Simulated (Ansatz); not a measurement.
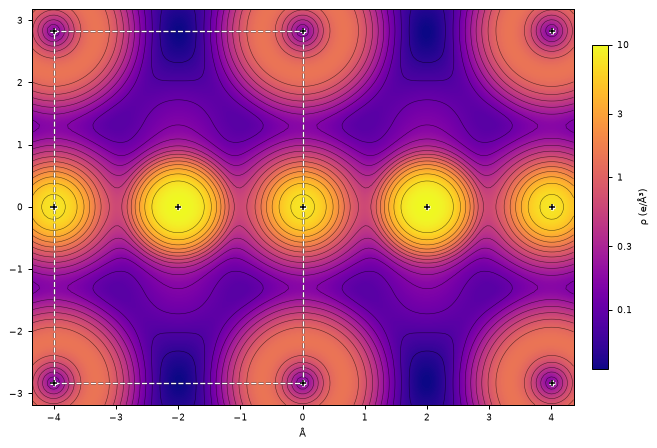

The valence pseudo-density on a plane through atoms (crosses mark nuclei in the plane).

These are results of DFT, PBE, plane-wave PAW, default files, scalar-relativistic, frozen cores in Ansatz 0.2.0, not measurements.

Candidates:
A. ZrO₂, a = 3.55 Å, b = 3.55 Å, c = 5.11 Å, α = 90.00°, β = 90.00°, γ = 90.00°. Space group P4₂/nmc; computed pressure about 15 GPa in this cell.
B. InSb, a = 6.43 Å, b = 6.43 Å, c = 6.43 Å, α = 90.00°, β = 90.00°, γ = 90.00°. Space group F-43m; computed pressure about 4 GPa in this cell.
C. BaTiO₃, a = 4.01 Å, b = 4.01 Å, c = 4.01 Å, α = 90.00°, β = 90.00°, γ = 90.00°. Space group Pm-3m; computed without spin polarisation.

**Which candidate gave the map?**

Candidate C: BaTiO₃ on the (110) plane of the conventional cell, which holds Ba, Ti and O. Ti–O (2.00 Å): ρ at the midpoint is about 0.62 e/Å³. Ba–O (2.83 Å): ρ is about 0.19 e/Å³ halfway.
